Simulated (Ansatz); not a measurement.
## armchair SiC nanoribbon (N = 4, H/H2 edges): bands by functional and under strain

Aim: is the armchair SiC nanoribbon (N = 4, H/H2 edges) a metal or a semiconductor?

Main program and level: Ansatz 0.2.0; DFT PBE, plane waves, PAW; relaxation of a wire's period, in the first sound run; inputs show where later runs differ.

### 1. The structure

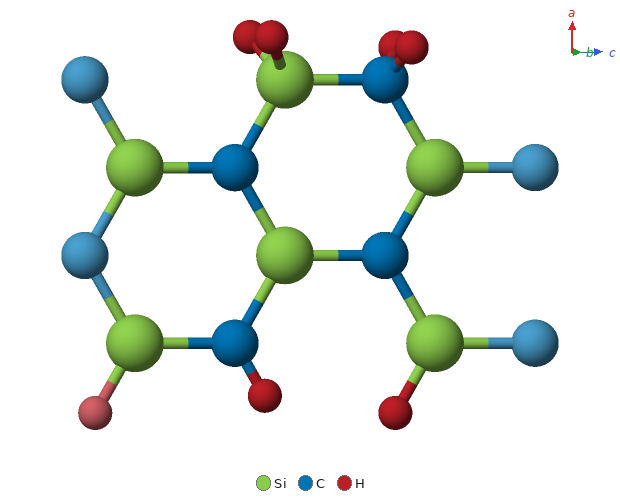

The cell as given, from the side, with the c axis across the page (silicon green, carbon blue, hydrogen red). Some periodic images of atoms are drawn too.

The cell holds 14 atoms: 4 Si, 4 C and 6 H. Its edges and angles: a = 13.634 Å, b = 9.320 Å, c = 5.370 Å, α = 90.0°, β = 90.0°, γ = 90.0°. Vacuum lies along a and b. The structure's axis is c.

### 2. Relaxing the period

Band widths follow the bond lengths, so the wire is relaxed first. The atoms and the third cell vector are free; the box across stays fixed as vacuum. Moments are seeded so that a magnetic state can form if it lies lower. A Fermi-Dirac smearing is set since the result may be a metal. The pressure printed is a third of the stress's trace over the whole box, vacuum included; only the stress along the axis is relaxed.

Input file input.yaml:

```yaml
crystal:
  lattice:
    - [13.634, 0.0, 0.0]
    - [0.0, 9.32, 0.0]
    - [0.0, 0.0, 5.37]
  atoms:
    - { symbol: Si, position: [0.34690891, 0.5, 0.0], spin: 0.5 }
    - { symbol: Si, position: [0.574308862, 0.5, 0.0] }
    - { symbol: C, position: [0.34690891, 0.5, 0.333333333], spin: 0.5 }
    - { symbol: C, position: [0.574308862, 0.5, 0.333333333] }
    - { symbol: H, position: [0.743270837, 0.624463519, 0.418994413] }
    - { symbol: H, position: [0.743270837, 0.375536481, 0.418994413] }
    - { symbol: H, position: [0.278943002, 0.5, 0.432960894] }
    - { symbol: Si, position: [0.460608886, 0.5, 0.5] }
    - { symbol: Si, position: [0.688008838, 0.5, 0.5], spin: -0.5 }
    - { symbol: C, position: [0.460608886, 0.5, 0.833333333] }
    - { symbol: C, position: [0.688008838, 0.5, 0.833333333], spin: -0.5 }
    - { symbol: H, position: [0.256711163, 0.5, 0.867783985] }
    - { symbol: H, position: [0.729931734, 0.594420601, 0.894785847] }
    - { symbol: H, position: [0.729931734, 0.405579399, 0.894785847] }
magnetization:
  spin_polarized: true
kpoints:
  mp_grid: { grid: [1, 1, 15] }
scf:
  occupations: { method: fermi_dirac, width: 0.05 }
hamiltonian:
  xc: pbe
relax:
  cell: { fix: [a, b, alpha, beta, gamma] }
  max_steps: 60
```

The run is started by

```bash
$ ansatz run input.yaml --threads 8 --pin off --max-ram 16384MiB --backend cpu --events-out ev --progress --plain --runs-dir out
```

Numbers of over 12 decimals in the logs are rounded to 6 here.

The program printed:

```text
Engine: ansatz 0.2.0, aarch64-unknown-linux-gnu
Pseudopotentials: kind: paw
Pseudopotential: Si, paw, valence charge 4, recommended cutoff 420 eV (normal), Si.paw.azcp
Pseudopotential: C, paw, valence charge 4, recommended cutoff 420 eV (normal), C.paw.azcp
Pseudopotential: H, paw, valence charge 1, recommended cutoff 420 eV (normal), H.paw.azcp
Functional definition: PBE
  parameter kappa = 0.804
  parameter beta = 0.066725
  exchange = pbe_x(kappa = kappa, mu = beta*pi^2/3)
  correlation = pbe_c(beta = beta)
Crystal: 14 atoms, lattice volume = 682.360 Å³
Basis set: ecut = 420 eV, 13275 PW (Γ), exchange–correlation on 192×128×72 points (8 copies of the dense FFT grid, shifted against one another)
Bands: 34, of which v1, the nominal top of the filled ones, is band 19 counted from 1 (18 counted from 0)
Symmetry: 2 space group operations
Space group: Pm (ITA 6), of the structure as read, at distance tolerance 8.8e-5 Å
Magnetic group: BNS 6.18 (UNI 25), of the structure as read, at distance tolerance 8.8e-5 Å
k-points: 8 of 15 (time reversal used)
Non-local potential: Si, projectors of the file, l = 0: 2, l = 1: 2, l = 2: 2
Non-local potential: C, projectors of the file, l = 0: 2, l = 1: 2, l = 2: 1
Non-local potential: H, projectors of the file, l = 0: 2, l = 1: 1
PAW form: soft (Blöchl's): semilocal exchange-correlation on the pseudo side does not see the compensation charge
PAW one-centre angular grid: Si, 110 points (default); XC on 64 Gauss nodes
PAW one-centre angular grid: C, 110 points (default); XC on 64 Gauss nodes
PAW one-centre angular grid: H, 110 points (default); XC on 64 Gauss nodes
Initial density: superposition of atomic densities (neutral atoms: chi_scale 0, normalization atom)
Starting moments: Σ|m| = 2 μB on 4 of 14 sites
Starting magnetic order: compensated ferrimagnet; no operation exchanges its spin sublattices
Initial wavefunctions: pseudopotential atomic-orbital guess
Functional: x = pbe(κ = 0.804, μ = 0.219515), c = pbe(β = 0.066725)
SCF iter   1: F=—  HF=-3652.636276 eV  |F-HF|=—  |Δ(HF+E_count)|=         —  Δρ=3.43e-2 (↑3.43e-2 ↓3.42e-2)  dr2=4.30e1  dr2_m=1.98e-1  M=0.000 μB ∫|m|=0.289 μB  β_m=0.30  ethr=3.10e-3  ⟨swp⟩=9.1  Hψ=3560  notcnv=0  defer=36
preconditioner: auto → Resta (q_TF=auto, 1.686 Å⁻¹)  ε∞=1.5  [insulator: Δε(μ)=4.475 eV  Ē_g=12.523 eV  σ=0.050 eV  W_gap=1.00  n_scr=60 (ndim 8)  ℏωp=8.6 eV  f_vac=0.606  D(μ)=0.00/eV (n_scr^D=0)  ε∞_Penn≈1.5  vacuum switching on, ρ_ref=1.1e-2 e/Å³]
spin=Collinear: Resta preconditioning applied to the charge; magnetization (m = ρ↑ − ρ↓) channel mixes plain (no charge-response kernel on spin).
SCF iter   2: F=—  HF=-3641.682901 eV  |F-HF|=—  |Δ(HF+E_count)|=    1.10e1  Δρ=1.54e-2 (↑1.54e-2 ↓1.48e-2)  dr2=6.23e0  dr2_m=1.01e-1  M=0.000 μB ∫|m|=0.248 μB  β_m=0.30  ethr=3.10e-3  ⟨swp⟩=4.8  Hψ=1448  notcnv=0  defer=148
SCF iter   3: F=—  HF=-3640.079115 eV  |F-HF|=—  |Δ(HF+E_count)|=    1.60e0  Δρ=8.27e-3 (↑8.27e-3 ↓7.95e-3)  dr2=1.07e0  dr2_m=5.38e-2  M=0.000 μB ∫|m|=0.203 μB  β_m=0.30  ethr=3.10e-3  ⟨swp⟩=3.9  Hψ=1017  notcnv=0  defer=142
SCF iter   4: F=—  HF=-3639.802260 eV  |F-HF|=—  |Δ(HF+E_count)|=   2.77e-1  Δρ=2.95e-3 (↑2.26e-3 ↓2.95e-3)  dr2=6.10e-2  dr2_m=2.85e-2  M=0.000 μB ∫|m|=0.159 μB  β_m=0.30  ethr=2.83e-3  ⟨swp⟩=4.1  Hψ=981  notcnv=0  defer=130
SCF iter   5: F=—  HF=-3639.810310 eV  |F-HF|=—  |Δ(HF+E_count)|=   8.05e-3  Δρ=1.77e-3 (↑1.77e-3 ↓1.69e-3)  dr2=8.65e-3  dr2_m=1.55e-2  M=0.000 μB ∫|m|=0.127 μB  β_m=0.30  ethr=1.60e-4  ⟨swp⟩=3.3  Hψ=914  notcnv=0  defer=130
SCF iter   6: F=—  HF=-3639.818711 eV  |F-HF|=—  |Δ(HF+E_count)|=   8.40e-3  Δρ=1.23e-3 (↑1.22e-3 ↓1.23e-3)  dr2=2.45e-3  dr2_m=8.59e-3  M=0.000 μB ∫|m|=0.100 μB  β_m=0.30  ethr=2.28e-5  ⟨swp⟩=2.3  Hψ=718  notcnv=0  defer=130
SCF iter   7: F=—  HF=-3639.823742 eV  |F-HF|=—  |Δ(HF+E_count)|=   5.03e-3  Δρ=8.96e-4 (↑8.96e-4 ↓8.67e-4)  dr2=1.76e-4  dr2_m=4.81e-3  M=0.000 μB ∫|m|=0.079 μB  β_m=0.30  ethr=6.44e-6  ⟨swp⟩=2.2  Hψ=704  notcnv=0  defer=130
Mixer restart at iter 7: flushing history
spin-set hold released at iteration 7 (site moments contracting): the magnetisation degrees of freedom join the quasi-Newton model from the next iteration; the mixer history was flushed
SCF iter   8: F=—  HF=-3639.826207 eV  |F-HF|=—  |Δ(HF+E_count)|=   2.47e-3  Δρ=6.66e-4 (↑6.66e-4 ↓6.59e-4)  dr2=6.46e-5  dr2_m=2.72e-3  M=0.000 μB ∫|m|=0.062 μB  β_m=0.65  ethr=4.63e-7  ⟨swp⟩=2.0  Hψ=718  notcnv=0  defer=130
SCF iter   9: F=—  HF=-3639.829597 eV  |F-HF|=—  |Δ(HF+E_count)|=   3.39e-3  Δρ=1.06e-4 (↑1.06e-4 ↓6.72e-5)  dr2=1.76e-4  dr2_m=2.59e-5  M=0.000 μB ∫|m|=0.009 μB  β_m=0.56  ethr=1.70e-7  ⟨swp⟩=3.5  Hψ=1209  notcnv=0  defer=130
SCF iter  10: F=—  HF=-3639.829579 eV  |F-HF|=—  |Δ(HF+E_count)|=   1.84e-5  Δρ=4.96e-5 (↑4.18e-5 ↓4.96e-5)  dr2=3.51e-6  dr2_m=1.26e-5  M=-0.000 μB ∫|m|=0.006 μB  β_m=0.74  ethr=1.70e-7  ⟨swp⟩=2.0  Hψ=764  notcnv=0  defer=130
SCF iter  11: F=—  HF=-3639.829331 eV  |F-HF|=—  |Δ(HF+E_count)|=   2.48e-4  Δρ=1.88e-5 (↑1.88e-5 ↓1.22e-5)  dr2=5.36e-6  dr2_m=9.54e-7  M=0.000 μB ∫|m|=0.002 μB  β_m=0.65  ethr=9.24e-9  ⟨swp⟩=3.6  Hψ=1015  notcnv=0  defer=130
SCF iter  12: F=—  HF=-3639.829332 eV  |F-HF|=—  |Δ(HF+E_count)|=   4.79e-7  Δρ=7.71e-6 (↑4.53e-6 ↓7.71e-6)  dr2=9.51e-7  dr2_m=1.32e-7  M=0.000 μB ∫|m|=0.001 μB  β_m=0.57  ethr=9.24e-9  ⟨swp⟩=2.3  Hψ=721  notcnv=0  defer=130
SCF iter  13: F=—  HF=-3639.829332 eV  |F-HF|=—  |Δ(HF+E_count)|=   2.62e-8  Δρ=2.30e-6 (↑2.19e-6 ↓2.30e-6)  dr2=5.10e-8  dr2_m=2.52e-8  M=-0.000 μB ∫|m|=0.000 μB  β_m=0.58  ethr=2.63e-10  ⟨swp⟩=3.2  Hψ=1897  notcnv=0
SCF iter  14: F=—  HF=-3639.829332 eV  |F-HF|=—  |Δ(HF+E_count)|=   2.97e-8  Δρ=1.24e-6 (↑1.09e-6 ↓1.24e-6)  dr2=5.13e-9  dr2_m=7.75e-9  M=-0.000 μB ∫|m|=0.000 μB  β_m=0.68  ethr=1.34e-10  ⟨swp⟩=4.1  Hψ=1505  notcnv=0
SCF iter  15: F=—  HF=-3639.829332 eV  |F-HF|=—  |Δ(HF+E_count)|=   1.84e-8  Δρ=6.41e-7 (↑6.41e-7 ↓5.17e-7)  dr2=4.87e-9  dr2_m=1.59e-9  M=0.000 μB ∫|m|=0.000 μB  β_m=0.65  ethr=1.35e-11  ⟨swp⟩=4.0  Hψ=1402  notcnv=0
SCF iter  16: F=—  HF=-3639.829332 eV  |F-HF|=—  |Δ(HF+E_count)|=   2.63e-9  Δρ=3.08e-7 (↑2.52e-7 ↓3.08e-7)  dr2=8.58e-10  dr2_m=4.19e-10  M=0.000 μB ∫|m|=0.000 μB  β_m=0.65  ethr=1.28e-11  ⟨swp⟩=3.7  Hψ=1219  notcnv=0
SCF iter  17: F=—  HF=-3639.829332 eV  |F-HF|=—  |Δ(HF+E_count)|=  8.46e-10  Δρ=1.25e-7 (↑1.11e-7 ↓1.25e-7)  dr2=9.43e-11  dr2_m=7.51e-11  M=0.000 μB ∫|m|=0.000 μB  β_m=0.65  ethr=2.26e-12  ⟨swp⟩=3.0  Hψ=1104  notcnv=0
[...]
relax step   6: F+E_penalty+E_count = -3640.25575823 eV  Δ(F+E_penalty+E_count) = -1.571e-3 eV  max|allowed force component| = 1.011e-2 eV/Å  Δτ_max = 0.0000 Å  P = +0.003 GPa  Ω = 686.825 Å³  fix = [a, b, alpha, beta, gamma]  reactions: a -0.004, b +0.008 GPa; beta +0.000 GPa/rad  stress off target by 5.50e-3 GPa on what of the cell is left free  SCF on the basis re-selected at this cell (its energy is not comparable with the rows above)  (6 SCF iters)
[...]
relax step   7: F+E_penalty+E_count = -3640.25576738 eV  Δ(F+E_penalty+E_count) = -9.153e-6 eV  max|allowed force component| = 4.500e-3 eV/Å  Δτ_max = 0.0009 Å  P = +0.005 GPa  Ω = 686.825 Å³  fix = [a, b, alpha, beta, gamma]  reactions: a -0.002, b +0.010 GPa; beta +0.000 GPa/rad  (6 SCF iters, dr2 threshold 6.38e-9 eV, accepted)
iter 1 solved again at ethr=1.83e-6 eV; its pass at ethr=3.10e-3 eV (dr2=6.96e-4 eV) is discarded
SCF iter   1: F=—  HF=-3640.255750 eV  |F-HF|=—  |Δ(HF+E_count)|=         —  Δρ=3.50e-7 (↑3.50e-7 ↓3.44e-7)  dr2=2.24e-9  dr2_m=1.41e-11  M=0.000 μB ∫|m|=0.000 μB  β_m=0.30  ethr=1.83e-6  ⟨swp⟩=5.5  Hψ=5082  notcnv=0
eigensolver tolerance schedule: the retry pair's looser diagonalisation over-reported the residual by 311380.11 of it (diagonalisation noise at an unbounded share of the residual, at the tolerance the schedule requests for it); recorded, not acted on — ethr = c·dr2/N_el stays at c = 1.0e-1
preconditioner: auto → Resta (q_TF=auto, 1.684 Å⁻¹)  ε∞=1.7  [insulator: Δε(μ)=2.448 eV  Ē_g=10.646 eV  σ=0.050 eV  W_gap=1.00  n_scr=60 (ndim 8)  ℏωp=8.7 eV  f_vac=0.666  D(μ)=0.00/eV (n_scr^D=0)  ε∞_Penn≈1.7  vacuum switching on, ρ_ref=8.2e-3 e/Å³]
spin=Collinear: Resta preconditioning applied to the charge; magnetization (m = ρ↑ − ρ↓) channel mixes plain (no charge-response kernel on spin).
SCF iter   2: F=—  HF=-3640.255767 eV  |F-HF|=—  |Δ(HF+E_count)|=   1.72e-5  Δρ=1.45e-7 (↑1.41e-7 ↓1.45e-7)  dr2=5.94e-10  dr2_m=8.22e-12  M=0.000 μB ∫|m|=0.000 μB  β_m=0.26  ethr=5.89e-12  ⟨swp⟩=4.4  Hψ=1410  notcnv=0
SCF iter   3: F=—  HF=-3640.255767 eV  |F-HF|=—  |Δ(HF+E_count)|=  7.59e-11  Δρ=1.02e-7 (↑9.76e-8 ↓1.02e-7)  dr2=2.26e-10  dr2_m=6.21e-12  M=0.000 μB ∫|m|=0.000 μB  β_m=0.46  ethr=1.56e-12  ⟨swp⟩=1.0  Hψ=544  notcnv=0
SCF iter   4: F=-3640.255767 eV  HF=-3640.255767 eV  |F-HF|=1.00e-11  |Δ(HF+E_count)|=  5.91e-12  Δρ=5.71e-8 (↑5.41e-8 ↓5.71e-8)  dr2=5.55e-11  dr2_m=2.28e-12  M=0.000 μB ∫|m|=0.000 μB  ethr=1.00e-12  ⟨swp⟩=4.0  Hψ=1460  notcnv=0
the starting moments were not kept: the SCF closed with an absolute magnetisation of 2.1e-6 μB, where they sum to 2 μB in size (4 sites). That is at most 0.1 of that sum. Measured as dr2_m measures the in/out step, that magnetisation stands 2.4e-13 eV from none, at or under the dr2_threshold of 1.4e-10 eV: it is no larger than a step whose dr2_m would equal this threshold.
SCF 8 converged in 4 iterations: F = -3640.255767 eV  dr2 = 5.55e-11
relax step   8: F+E_penalty+E_count = -3640.25576738 eV  Δ(F+E_penalty+E_count) = -3.547e-11 eV  max|allowed force component| = 4.497e-3 eV/Å  Δτ_max = 0.0000 Å  P = +0.005 GPa  Ω = 686.825 Å³  fix = [a, b, alpha, beta, gamma]  reactions: a -0.002, b +0.010 GPa; beta +0.000 GPa/rad  stress off target by 7.71e-3 GPa on what of the cell is left free  SCF on the basis re-selected at this cell (its energy is not comparable with the rows above)  (4 SCF iters)
basis re-selected at this cell: Δ(F+E_penalty+E_count) = -3.547e-11 eV, ΔP = +0.000 GPa vs the last step (what re-selecting the basis moved, of the pressure what is left beyond the Pulay correction that the steps carried, after the strain that the cell walked since its last selection, with what the two solves' SCF thresholds leave and, on support functions, any second-order correction that the steps lacked; it is no  [...]
SCF converged after 4 iterations
Magnetization: 0.0000 μB (19.0000 up, 19.0000 down)
Absolute magnetization: 0.0000 μB (∫|ρ↑−ρ↓|, with the PAW one-centre terms)
Spin contamination: 0.0000 ħ² per cell (⟨S²⟩ above its minimum at these occupations)
Per-site moments (μB) at R_I (Å): [(-1.6500060863914113e-8, 0.615095), (-1.2976271407767478e-8, 0.728325), (1.7436516822341636e-8, 0.450083), (7.713369784996291e-8, 0.728325), (-1.840071446310521e-8, 0.619591), (-1.840071446196341e-8, 0.619591), (-1.8251573210579363e-9, 0.450083), (-1.4505099838711813e-8, 0.733935), (-9.22912464895076e-9, 0.619591), (2.3729013672746586e-8, 0.734077), (2.5627973925982133e-8, 0.454842), (5.94834535275283e-8, 0.615095), (1.0495625238511453e-8, 0.454842), (1.0495625239193247e-8, 0.454842)]
Free energy (F): -3640.255767 eV
Harris-Foulkes:  -3640.255767 eV  (|F-HF|=1.00e-11)
Internal energy: -3640.255767 eV  (E = F + TS)
E sigma→0 (E₀):  -3640.255767 eV
Fermi energy:    -1.901440 eV
--- Per-component energies (eV) ---
  E_band       = -328.252249
  E_kinetic    = 606.529425
  E_local      = -4502.498184  (includes V_loc(G=0)·N_el)
  E_nonlocal   = 220.767047
  E_hartree    = 1940.564089
  E_xc         = -466.317597
  E_vxc        = -493.302169  (∫ρ·V_xc dr)
  E_paw        = -2451.680082  (= ΣΔE_a)
  E_vpaw       = -40.868746  (= ΣTr[D̂ρ^β])
  E_aug_tail   = -0.007745  (compensation charges beyond the density's cutoff)
  E_ewald      = 1012.387279
  E_smearing   = -0.000000  (= −TS)
  E_closure    = 0.000000  (closes the sum)
  Σ components = -3640.255767   (vs F -3640.255767, Δ=0.00e0)
--- Forces (eV/Å), atoms counted from 1 ---
  atom   1  Si    -0.00036929     0.00000000    -0.00115344
  atom   2  Si     0.00214967     0.00000000    -0.00131532
  atom   3  C      0.00097957    -0.00000000     0.00449672
  atom   4  C      0.00013039    -0.00000000     0.00090364
  atom   5  H      0.00000937     0.00039603     0.00010398
  atom   6  H      0.00000937    -0.00039603     0.00010398
  atom   7  H     -0.00113671     0.00000000    -0.00188569
  atom   8  Si    -0.00132500     0.00000000    -0.00087225
  atom   9  Si    -0.00028078     0.00000000    -0.00039722
  atom  10  C      0.00096885     0.00000000    -0.00001887
  atom  11  C     -0.00247177    -0.00000000     0.00030902
  atom  12  H      0.00026875     0.00000000    -0.00017876
  atom  13  H      0.00053540     0.00015509    -0.00004816
  atom  14  H      0.00053540    -0.00015509    -0.00004816
  max |Σ_I F_I| component: 3.23e-6 eV/Å
--- Stress (GPa, compression-positive) ---
       -0.001751       0.000000      -0.000089
        0.000000       0.010073      -0.000000
       -0.000088      -0.000000       0.007705
  P = ⅓ Tr σ = 0.0053 GPa (0.053 kbar)
--- Relaxed structure (6 steps of the walk, 6 accepted, 2 SCFs on fresh bases) ---
  F+E_penalty+E_count = -3640.25576738 eV   max|allowed force component| = 4.497e-3 eV/Å   (the final SCF, on the basis selected at the relaxed cell)
  cell:  # Å, volume = 686.8247 Å³
    - [13.634, 0, 0]
    - [0, 9.32, 0]
    - [0, 0, 5.405137]
  atoms:
    - { symbol: Si, position: [0.347483, 0.5, 0.007301] }
    - { symbol: Si, position: [0.568610, 0.5, 0.00596195] }
    - { symbol: C, position: [0.346096, 0.5, 0.330326] }
    - { symbol: C, position: [0.571562, 0.5, 0.332536] }
    - { symbol: H, position: [0.751883, 0.628312, 0.410656] }
    - { symbol: H, position: [0.751883, 0.371688, 0.410656] }
    - { symbol: H, position: [0.275845, 0.5, 0.427017] }
    - { symbol: Si, position: [0.458485, 0.5, 0.497624] }
    - { symbol: Si, position: [0.692447, 0.5, 0.486790] }
    - { symbol: C, position: [0.457796, 0.5, 0.831314] }
    - { symbol: C, position: [0.688200, 0.5, 0.838394] }
    - { symbol: H, position: [0.252276, 0.5, 0.871525] }
    - { symbol: H, position: [0.729582, 0.593839, 0.905769] }
    - { symbol: H, position: [0.729582, 0.406161, 0.905769] }
```

Elapsed: 42 s, on 8 threads of Arm Neoverse V2, shared host; peak memory 1.5 GiB; 5.1 min of CPU time.

Relaxation path:

| step | energy less that of the first step (eV) | largest force component (eV/Å) | pressure (GPa) | volume (Å³) |
| --- | --- | --- | --- | --- |
| 1 | 0.0000 | 1.9271 | 0.91 | 682.36 |
| 2 | -0.3485 | 0.8576 | 0.35 | 684.10 |
| 3 | -0.4223 | 0.2026 | 0.07 | 686.27 |
| 4 | -0.4248 | 0.0515 | 0.01 | 686.75 |
| 5 | -0.4249 | 0.0098 | 0.00 | 686.82 |
| 6* | -0.4264 | 0.0101 | 0.00 | 686.82 |
| 7 | -0.4264 | 0.0045 | 0.01 | 686.82 |
| 8* | -0.4264 | 0.0045 | 0.01 | 686.82 |

Relaxation steps marked * repeat the geometry before them on a plane-wave basis chosen anew for their cell, so energy and pressure can jump there.

The run keeps the 2 symmetry operations that it works with, so distortions that break them were not tested.

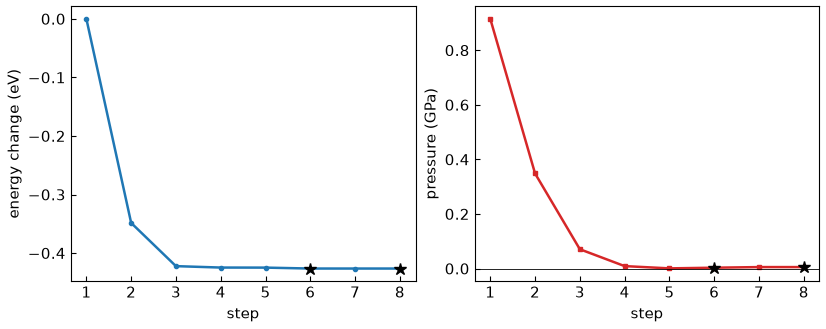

Energy and pressure along the relaxation. Stars mark steps on a basis chosen anew.

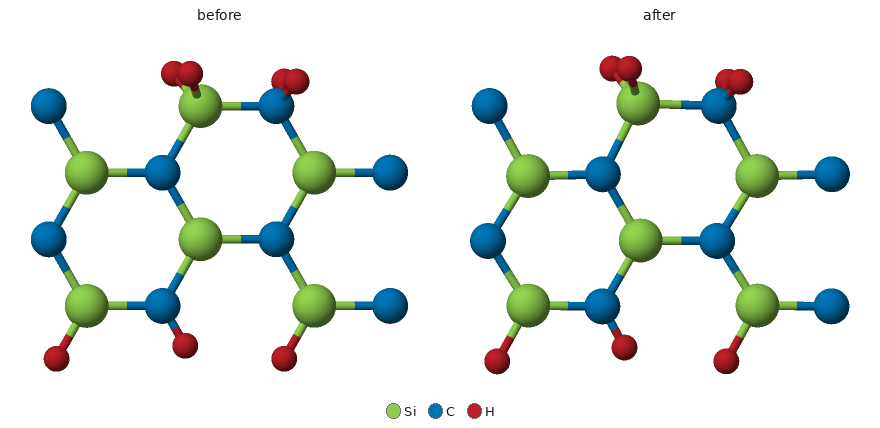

The structure before and after the relaxation, drawn at the same scale.

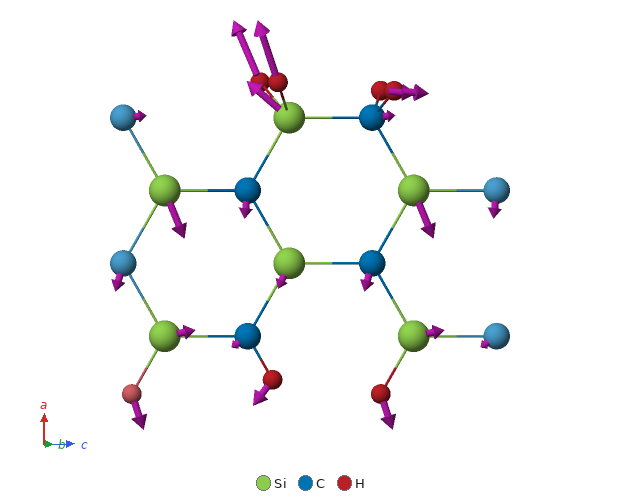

Displacements in the relaxation, exaggerated, measured against the changing cell; the longest in the cell stands for 0.13 Å. Some periodic images of atoms are drawn too.

```csv
cell as run,before,after,change
c (Å),5.370,5.405,+0.7 %
```

The atoms that moved most (Å, along periodic axes as changes of fractional coordinates times the final cell, across vacuum about the mean position):

```csv
atom,dx,dy,dz,length
H5,0.117,0.036,-0.045,0.131
H6,0.117,-0.036,-0.045,0.131
Si9,0.061,0.000,-0.071,0.094
Si2,-0.078,0.000,0.032,0.084
H12,-0.060,0.000,0.020,0.064
H14,-0.005,0.005,0.059,0.060
H13,-0.005,-0.005,0.059,0.060
H7,-0.042,0.000,-0.032,0.053
```

This step gave:

* cell length along the wire: 5.405 Å

The cell's length comes to 5.405 Å with no moment.

(Part 1 of 4 ends here.)

[Logs are printed without paths, hosts, clocks, repeated set-up lines and the standing remarks that a program may print on its own settings, such as how far it seeks lower states.]

[Hosts, paths, dates, database ids (printed as entryN), source tags and the programs' standing remarks are cut or masked in the printed files.]
